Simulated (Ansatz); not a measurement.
```
Ti Al
1.0
     0.00000    0.00000    9.13935
     2.89578    0.00000    0.00000
     0.00000    5.01564    0.00000
Ti Al
6 2
Direct
  0.00000 0.50000 0.16667
  0.00000 0.00000 0.66667
  0.75118 0.00000 0.33333
  0.75118 0.50000 0.83333
  0.24882 0.00000 0.33333
  0.24882 0.50000 0.83333
  0.50000 0.50000 0.13676
  0.50000 0.00000 0.63676
```

Space group Amm2; a structure from a database of computed crystals, not necessarily the ambient phase; changed on purpose from its base cell (all Al atoms moved -0.150 Å, as atom 4 along Cartesian [0 1 0]); not relaxed (largest force 0.4 eV/Å); computed without spin polarisation.

These are results of DFT PBEsol, scalar-relativistic, plane waves, PAW in Ansatz 0.2.0, not measurements.

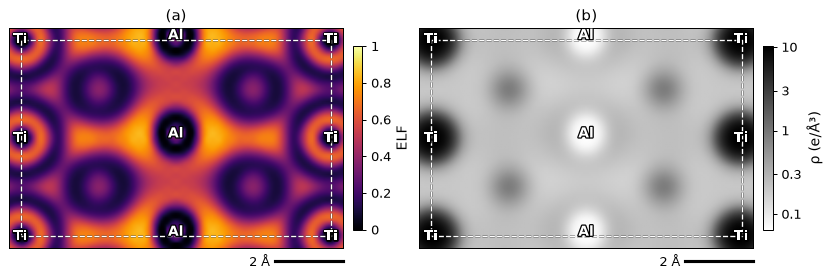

Ti3Al. (a) electron localisation function; (b) valence charge density (pseudo) on the (011) plane of the conventional cell.

**What do the fields say about this system?**

- Atoms in the plane: Ti and Al.
- Atoms just off the plane (Ti, 0.8 Å away) can leave unmarked features too.
- Al–Al (2.90 Å): ρ at the midpoint is about 0.19 e/Å³; the ELF peaks at about 0.60 between the atoms.
- Ti–Ti (2.90 Å): ρ is about 0.2 e/Å³ halfway; the ELF is about 0.25 at the midpoint (no localised pair shows between them).
- Between the atoms the lowest density in this plane is 0.16 e/Å³.
- The ELF has a maximum of about 0.75 in the space between the atoms, 1.7 Å from four Ti atoms, on no atom or two-centre bond.
- The features right at Ti lie inside the PAW spheres, where the map follows smoothed inner orbitals and isn't to be read closely.
